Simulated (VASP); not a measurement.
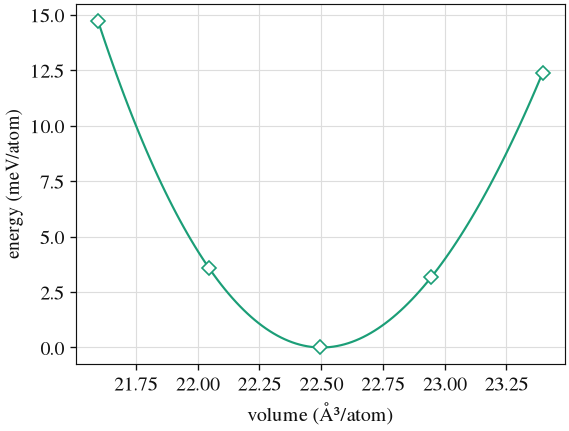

The picture above shows the energy against volume for Sb₂Pt, space group Pa-3 (No. 205).

Cell as given: a = 6.463 Å, b = 6.463 Å, c = 6.463 Å, α = 90.00°, β = 90.00°, γ = 90.00°; 12 atoms.

Calculation (VASP 6.6.1): plane-wave DFT, no spin polarisation; energies at scaled volumes of the given cell, shape and fractions fixed, counted from the fit's minimum, third-order Birch-Murnaghan fit. Level: PBEsol.

- k mesh: 4×4×4
- occupations: Fermi–Dirac
- smearing width: 0.05 eV
- potentials: VASP PAW PBE potentials, recommended
- wave cutoff: 520 eV

**What equilibrium volume and bulk modulus follow from the curve?**

A third-order Birch–Murnaghan fit gives V0 = 22.50 Å³/atom, B0 = 120 GPa and B′ = 4.8.

Note: spin-orbit coupling left out, heavy elements.
